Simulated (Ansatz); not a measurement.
**A series of single points on Si**

System: Si (P6/mmm, 1 atom in the cell).
Method: DFT PBEsol, scalar-relativistic, plane waves, PAW, no spin polarisation (Ansatz 0.2.0).

The 9 runs differ only in the geometry, by a strain of the cell at fixed fractional positions. Against run 5, the strain is εzz = η. The structure derives from a Materials Project entry.

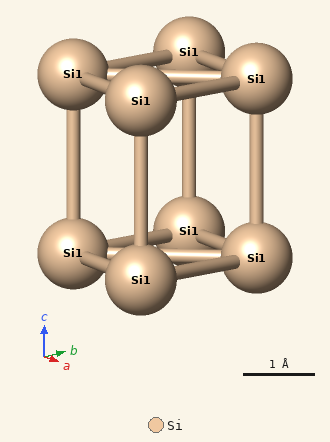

Figure 1. The structure of run 5 (ball-and-stick view of the cell of the calculation, seen slightly off an axis; atoms are numbered from 1 in the order of the input).

**Input of run 5**
```yaml
crystal:
  lattice:
    - [2.6205428149, 0.0, 0.0]
    - [-1.3102714075, 2.2694566494, 0.0]
    - [0.0, 0.0, 2.5588426796]
  atoms:
    - { symbol: Si, position: [0.0, 0.0, 0.0] }
basis:
  ecutwfc: 420
kpoints:
  mp_grid: { grid: [21, 21, 20] }
hamiltonian:
  xc: pbesol
scf:
  occupations: { method: gaussian, width: 0.15 }
output:
  forces: true
  stress: true
  eigenvalues: true
```

Lattice vectors (Å) and fractional positions of run 5:
```
   2.620543    0.000000    0.000000
  -1.310271    2.269457    0.000000
   0.000000    0.000000    2.558843
Si  0.000000  0.000000  0.000000
```

Run 3 differs from it as follows:
```diff
-    - [0.0, 0.0, 2.5588426796]
+    - [0.0, 0.0, 2.2813778108]
```

**Results, with one run withheld**

| run | strain parameter η (%) | free energy per atom, from the lowest run given (meV) | pressure (GPa) |
| --- | --- | --- | --- |
| 1 | −18.0723 | 546.26 | 42.61 |
| 2 | −14.4578 | 249.71 | 26.07 |
| 3 | −10.8434 | ? | ? |
| 4 | −7.2289 | 2.01 | 6.47 |
| 5 | 0.0000 | 0.00 | −3.36 |
| 6 | 3.6145 | 43.57 | −6.11 |
| 7 | 7.2289 | 102.68 | −7.90 |
| 8 | 9.0313 | 136.27 | −8.54 |
| 9 | 10.8434 | 172.07 | −9.01 |

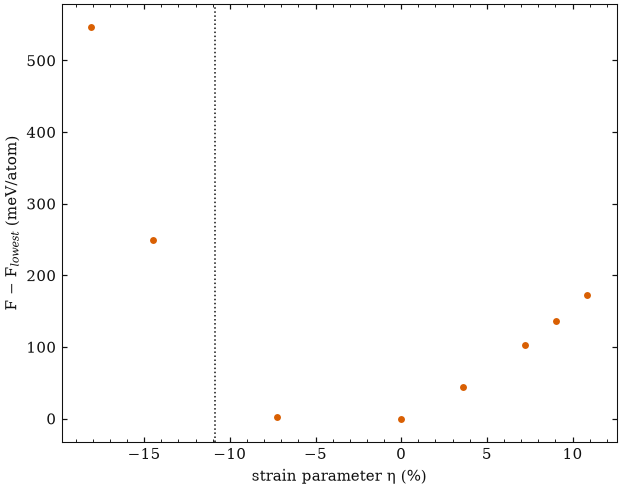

Figure 2. Free energy per atom of the runs given; the dotted line marks run 3.

Estimate the energy of run 3 from the others.

A cubic polynomial in the coordinate, fitted to the 8 runs given, misses them by at most 12.20 meV per atom. With x = η + 1.1301, it reads F = −17.061 + 8.4589 x + 1.3418 x² − 0.064784 x³ (meV per atom). At run 3 it gives 86.74 meV per atom, and the run itself gives 83.43. The fit has its minimum at η = −3.7754 %. So low a polynomial doesn't follow these energies more closely.

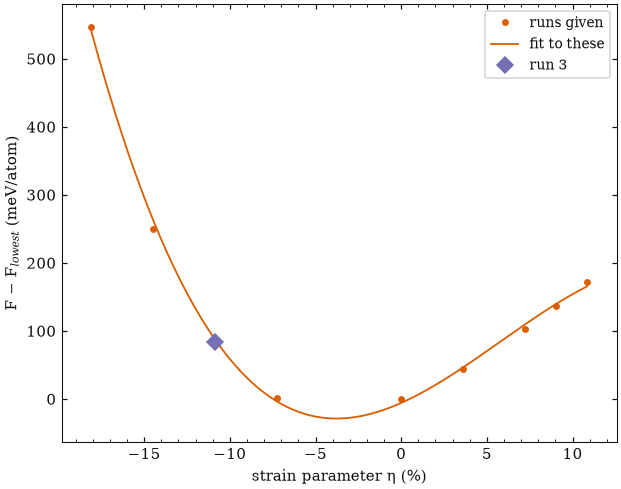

Figure 3. The fit and the withheld run.

**Output, shortened to warnings, some set-up lines, iterations and results (run 3)**
```
Basis set: ecut = 420 eV, 277 PW (Γ), exchange–correlation on 36×36×32 points (8 copies of the dense FFT grid, shifted against one another)
Symmetry: 24 space group operations
k-points: 528 of 8820
Initial density: superposition of atomic densities (neutral atoms: chi_scale 0, normalization atom), corrected by the library's trained network
[...]
SCF iter   1: F=—  HF=-621.194976 eV  |F-HF|=—  |Δ(HF+E_count)|=         —  Δρ=1.80e-3  dr2=2.48e-4  ethr=1.77e-3  ⟨swp⟩=5.0  Hψ=29658  notcnv=0
SCF iter   2: F=—  HF=-621.194971 eV  |F-HF|=—  |Δ(HF+E_count)|=   4.50e-6  Δρ=7.66e-4  dr2=3.43e-5  ethr=6.21e-6  ⟨swp⟩=1.7  Hψ=7823  notcnv=0
SCF iter   3: F=—  HF=-621.194992 eV  |F-HF|=—  |Δ(HF+E_count)|=   2.04e-5  Δρ=1.02e-4  dr2=5.61e-7  ethr=8.58e-7  ⟨swp⟩=2.0  Hψ=4026  notcnv=0
SCF iter   4: F=-621.194992 eV  HF=-621.194992 eV  |F-HF|=6.80e-9  |Δ(HF+E_count)|=   2.62e-7  Δρ=1.16e-5  dr2=5.23e-9  ethr=1.40e-8  ⟨swp⟩=1.6  Hψ=3626  notcnv=0
SCF iter   5: F=-621.194992 eV  HF=-621.194992 eV  |F-HF|=3.75e-12  |Δ(HF+E_count)|=   6.99e-9  Δρ=1.23e-6  dr2=9.72e-11  ethr=1.31e-10  ⟨swp⟩=2.0  Hψ=4102  notcnv=0
SCF iter   6: F=-621.194992 eV  HF=-621.194992 eV  |F-HF|=4.55e-13  |Δ(HF+E_count)|=  3.41e-13  Δρ=2.68e-8  dr2=4.20e-14  ethr=2.43e-12  ⟨swp⟩=1.3  Hψ=8659  notcnv=0
SCF 1 converged in 6 iterations: F = -621.194992 eV  dr2 = 4.20e-14
SCF converged after 6 iterations
Free energy (F): -621.194992 eV
Harris-Foulkes:  -621.194992 eV  (|F-HF|=4.55e-13)
Internal energy: -621.191312 eV  (E = F + TS)
E sigma→0 (E₀):  -621.193152 eV
Entropy (-TS):   -0.003680 eV (-3.680 meV/atom)
Fermi energy:    11.332518 eV
--- Per-component energies (eV) ---
  E_band       = 21.495927
  E_kinetic    = 43.441965
  E_local      = 1.493318  (includes V_loc(G=0)·N_el)
  E_nonlocal   = 26.154296
  E_hartree    = 0.925063
  E_xc         = -56.459349
  E_vxc        = -49.121800  (∫ρ·V_xc dr)
  E_paw        = -498.796147  (= ΣΔE_a)
  E_vpaw       = -2.321983  (= ΣTr[D̂ρ^β])
  E_aug_tail   = 0.000006  (compensation charges beyond the density's cutoff)
  E_ewald      = -137.982024
  E_core_change = 0.031561  (= ΣΔE_core)
  E_smearing   = -0.003680  (= −TS)
  E_closure    = -0.000000  (closes the sum)
  Σ components = -621.194992   (vs F -621.194992, Δ=0.00e0)
--- Forces (eV/Å), atoms counted from 1 ---
  atom   1  Si     0.00000000    -0.00000000     0.00000000
  max |Σ_I F_I| component: 6.42e-35 eV/Å
--- Stress (GPa, compression-positive) ---
        5.062738       0.000000       0.000000
        0.000000       5.062738       0.000000
        0.000000       0.000000      34.251404
  P = ⅓ Tr σ = 14.7923 GPa (147.923 kbar)
```
